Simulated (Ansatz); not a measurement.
## Single-point calculation, with input and output: MnF₂ (part 2 of 2)

MnF₂ (P4₂/mnm, 6 atoms in the cell); DFT PBEsol+U, scalar-relativistic, plane waves, PAW, Ueff = 4 eV on Mn atom 1 d; Ueff = 4 eV on Mn atom 2 d, spin-polarised (Ansatz 0.2.0); cutoff 420 eV, 4×4×6 k-mesh, Gaussian smearing of 0.05 eV, collinear spins. The structure derives from an entry of the Crystallography Open Database. It belongs to a series of runs on one base structure; here: natural orbitals of the symmetric run, filled by rank.

Geometry of the input (Å; fractional positions):
```
4.8734  0.0000  0.0000
0.0000  4.8734  0.0000
0.0000  0.0000  3.3099
Mn 0.0000  0.0000  0.0000
Mn 0.5000  0.5000  0.5000
F  0.3050  0.3050  0.0000
F  0.1950  0.8050  0.5000
F  0.6950  0.6950  0.0000
F  0.8050  0.1950  0.5000
```

Output, continued
```
--- Per-component energies (eV) ---
  E_band       = -840.400828
  E_kinetic    = 1418.900033
  E_local      = -7220.643929  (includes V_loc(G=0)·N_el)
  E_nonlocal   = 811.965409
  E_hartree    = 2868.948314
  E_xc         = -530.943619
  E_vxc        = -683.406917  (∫ρ·V_xc dr)
  E_hubbard    = 0.799456  (on-site DFT+U / exact-exchange correction)
  E_vhub       = -19.147464  (the Hubbard potential's part of the band-sum identity)
  E_paw        = -3333.966855  (= ΣΔE_a)
  E_vpaw       = -885.986612  (= ΣTr[D̂ρ^β])
  E_aug_tail   = 0.008054  (compensation charges beyond the density's cutoff)
  E_ewald      = -4956.069036
  E_core_change = 0.509071  (= ΣΔE_core)
  E_smearing   = -0.000000  (= −TS)
  E_closure    = -0.000000  (closes the sum)
  Σ components = -10940.493103   (vs F -10940.493103, Δ=0.00e0)
--- Specified on-site occupations, and those of the state reported ---
  electrons in the specified blocks: 9.9000 specified, 10.3732 found
  site 1 (l=d) ↓: largest change of an orbital's occupation 0.0500; electrons 0.1000 specified, 0.1985 found; spectral distance 0.0680
  site 0 (l=d) ↓: largest change of an orbital's occupation 0.0500; electrons 0.1000 specified, 0.1985 found; spectral distance 0.0680
  site 1 (l=d) ↑: largest change of an orbital's occupation 0.0290; electrons 4.8500 specified, 4.9881 found; spectral distance 0.0618
  site 0 (l=d) ↑: largest change of an orbital's occupation 0.0290; electrons 4.8500 specified, 4.9881 found; spectral distance 0.0618
--- Forces (eV/Å), atoms counted from 1 ---
  atom   1  Mn     0.00000000    -0.00000000     0.00000000
  atom   2  Mn     0.00000000     0.00000000     0.00000000
  atom   3  F      0.00545394     0.00545394     0.00000000
  atom   4  F     -0.00545394     0.00545394     0.00000000
  atom   5  F     -0.00545394    -0.00545394     0.00000000
  atom   6  F      0.00545394    -0.00545394     0.00000000
  max |Σ_I F_I| component: 2.60e-18 eV/Å
--- Stress (GPa, compression-positive) ---
        1.552505       0.000000       0.000000
        0.000000       1.552505       0.000000
        0.000000       0.000000       1.644706
  P = ⅓ Tr σ = 1.5832 GPa (15.832 kbar)
--- Band table (eV; the first three rows and the last of 48) ---
  k-point 0 ↑: bands = ["-74.0716", "-74.0714", "-42.9960", "-42.9960", "-42.9460", "-42.9460", "-42.9410", "-42.9390", "-17.2345", "-16.7798", "-16.6345", "-16.6345", "-1.3641", "-0.9844", "-0.1194", "-0.0824", "-0.0824", "1.1292", "1.1476", "1.1476", "2.1011", "2.5450", "2.5450", "2.5780", "2.6642", "2.7666", "2.7666", "2.8357", "2.8875", "3.4759", "4.1397", "5.3034", "5.3034", "5.9145", "8.1944", "13.5092", "13.5092", "14.8942", "16.6548", "18.3446", "18.4310"]
  k-point 1 ↑: bands = ["-74.0713", "-74.0710", "-42.9951", "-42.9951", "-42.9463", "-42.9457", "-42.9457", "-42.9446", "-17.1660", "-16.7712", "-16.6540", "-16.6540", "-1.1492", "-0.8614", "-0.0865", "-0.0865", "0.0657", "0.6987", "1.3285", "1.3285", "1.4286", "1.9571", "1.9571", "2.6305", "2.8023", "2.8324", "2.8465", "3.2577", "3.2577", "3.7924", "4.0403", "5.0140", "5.0140", "5.6985", "8.9615", "14.1709", "14.1709", "15.0016", "16.7913", "17.6172", "18.4418"]
  k-point 2 ↑: bands = ["-74.0708", "-74.0705", "-42.9933", "-42.9933", "-42.9567", "-42.9556", "-42.9452", "-42.9452", "-17.0044", "-16.7758", "-16.6916", "-16.6916", "-0.6732", "-0.6108", "0.0573", "0.0573", "0.1100", "0.5733", "0.5823", "1.1879", "1.1879", "1.6729", "1.6729", "2.0756", "2.8231", "2.9920", "3.0431", "3.6752", "3.6752", "3.7696", "4.2424", "4.5502", "4.5502", "5.1375", "10.7398", "14.6452", "15.6215", "15.6215", "16.4763", "17.2361", "17.6074"]
  k-point 23 ↓: bands = ["-68.9913", "-68.9913", "-38.0113", "-38.0113", "-37.9725", "-37.9725", "-37.9515", "-37.9515", "-16.6339", "-16.6339", "-16.4971", "-16.4971", "-0.0910", "-0.0910", "0.5969", "0.5969", "1.4596", "1.4596", "1.6829", "1.6829", "2.5015", "2.5015", "2.5721", "2.5721", "11.0995", "11.0995", "11.1147", "11.1147", "11.3549", "11.3549", "11.6883", "11.6883", "12.0089", "12.0089", "15.5810", "15.5810", "15.6222", "15.6222", "16.5299", "16.5299", "16.8677"]
Occupation matrices written to [file]
--- Löwdin populations: 6 sites ---
  site symbol       q [e]    m [muB]
     0     Mn     13.5617     4.8049
     1     Mn     13.5617     4.8049
     2      F      7.6668     0.0859
     3      F      7.6668     0.0859
     4      F      7.6668     0.0859
     5      F      7.6668     0.0859
  spilling = 0.003611 (of n_electrons = 58.000000)
--- Occupation matrices: 2 shells (run DFT+U table (all-electron-ortho-atomic); ε = 4.38e-4) ---
  Mn0 d_3D: site group D2h (mmm)
  Mn0 d_3D up     Tr n = 4.9881  λ = 0.995 0.996 0.998 0.999 0.999  [xy 0.75 Ag(1.00) | xz 0.50 B3g(1.00) | z2 0.75 Ag(1.00) | 2× x2-y2 0.50 B2g(0.50)]
  Mn0 d_3D dn     Tr n = 0.1985  λ = 0.018 0.021 0.023 0.066 0.070  [z2 0.64 Ag(1.00) | x2-y2 1.00 B1g(1.00) | xz 0.50 B2g(1.00) | xz 0.50 B3g(1.00) | xy 0.64 Ag(1.00)]
  specified occupation → Mn0 d_3D up: matrix, ‖Δ‖_F = 0.0618, Tr Δ = -0.1381, displaced = 0.0690, d_λ = 0.0618; orbital distance = 0.0000
  specified occupation → Mn0 d_3D dn: matrix, ‖Δ‖_F = 0.0680, Tr Δ = -0.0985, displaced = 0.0513, d_λ = 0.0680; orbital distance = 0.0000
  Mn1 d_3D: site group D2h (mmm)
  Mn1 d_3D up     Tr n = 4.9881  λ = 0.995 0.996 0.998 0.999 0.999  [xy 0.75 Ag(1.00) | xz 0.50 B3g(1.00) | z2 0.75 Ag(1.00) | 2× x2-y2 0.50 B2g(0.50)]
  Mn1 d_3D dn     Tr n = 0.1985  λ = 0.018 0.021 0.023 0.066 0.070  [z2 0.64 Ag(1.00) | x2-y2 1.00 B1g(1.00) | xz 0.50 B2g(1.00) | xz 0.50 B3g(1.00) | xy 0.64 Ag(1.00)]
  specified occupation → Mn1 d_3D up: matrix, ‖Δ‖_F = 0.0618, Tr Δ = -0.1381, displaced = 0.0690, d_λ = 0.0618; orbital distance = 0.0000
  specified occupation → Mn1 d_3D dn: matrix, ‖Δ‖_F = 0.0680, Tr Δ = -0.0985, displaced = 0.0513, d_λ = 0.0680; orbital distance = 0.0000
  Tr n, λ and their labels are of the run-group-symmetrised matrices; stabiliser: 16 of 32 elements of G0×{1,Θ} (closed), max defect 1.8e-15 at τ = 9.3e-5
```

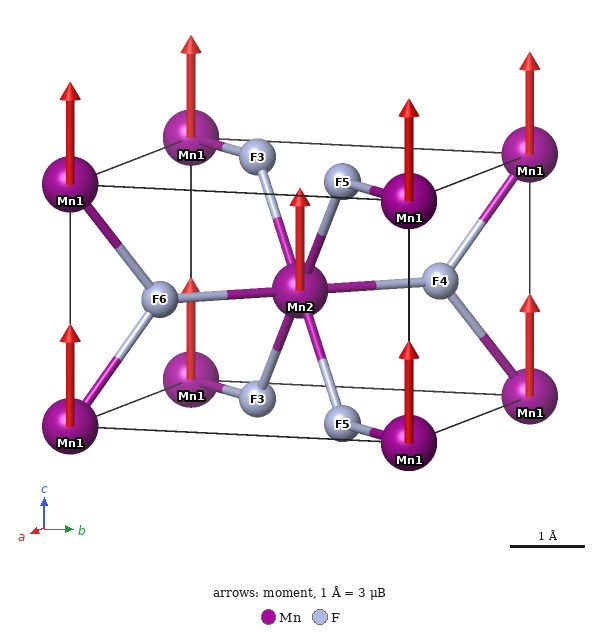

Magnetic moments of the sites as red arrows (ball-and-stick view of the cell of the calculation, seen slightly off an axis; atoms are numbered from 1 in the order of the input); small moments hardly show. The run is collinear, so the axis drawn is arbitrary. Site moments: Mn1, Mn2 (4.23 μB); all 4 F atoms (0.07 μB). They are counted near the atoms and needn't add up to the moment of the cell.

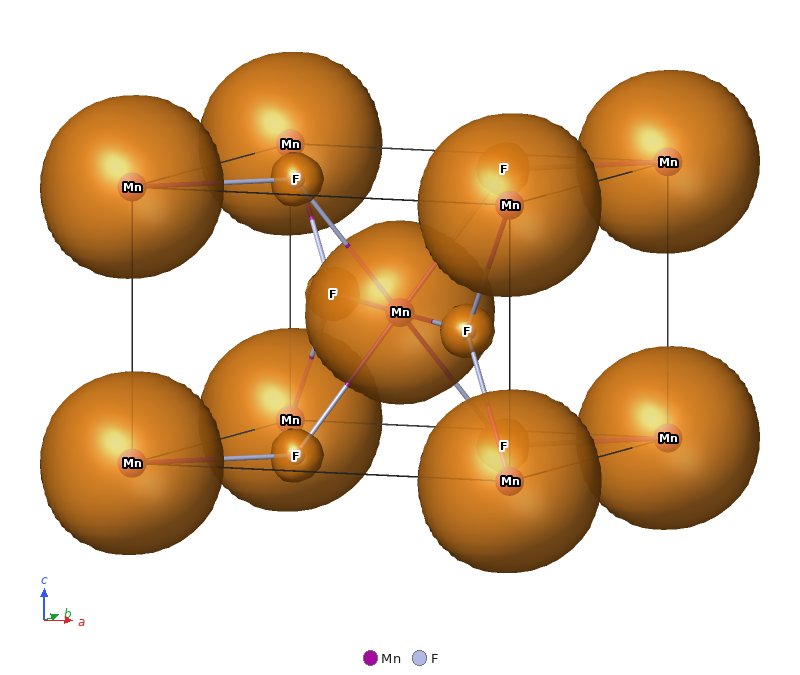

Isosurfaces of the magnetisation density (up minus down) at +0.1 (orange) and −0.1 e/Å³ (purple), seen slightly off an axis. Sticks mark near contacts. The outline is the cell set on symmetry axes. The cell of the calculation (6 atoms) carries 10.0 μB net. Only one sign reaches the isovalue. In a PAW calculation such maps are meaningful between the atoms, not at the nuclei.

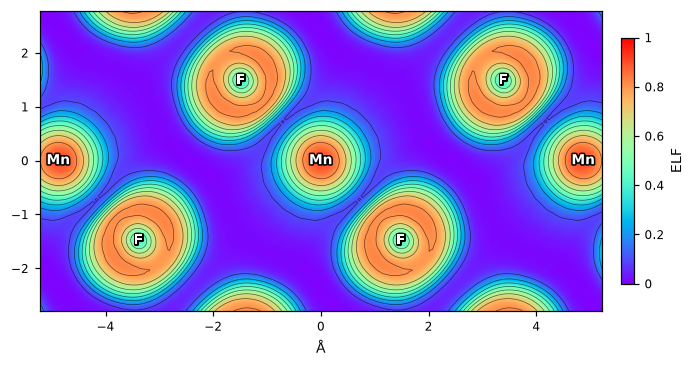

Electron localisation function on the (001) plane of the conventional cell. Atoms in the plane: Mn and F. Mn–F (2.10 Å): the ELF peaks at about 0.80 in the valence shell of F, 0.6 Å from its nucleus, and drops to about 0.10 between the two atoms. The strong features right at Mn lie inside the PAW spheres (semicore, d or f shells) and say nothing about bonding.

Summary

| quantity | value |
| --- | --- |
| outcome | converged |
| space group (tolerance 0.01 Å) | P4₂/mnm (136) |
| electrons treated | 58 |
| free energy | −10940.4931 eV |
| Fermi energy | 7.054 eV |
| gap on the k-point mesh | 2.28 eV |
| net moment of the cell | 10.00 μB |
| integrated absolute moment | 10.00 μB |
| pressure | 1.58 GPa |
| largest force (length of the vector) | 0.008 eV/Å |
| wall time | 3.4 s (CPU time 12 s) |
| peak memory | 0.56 GiB |
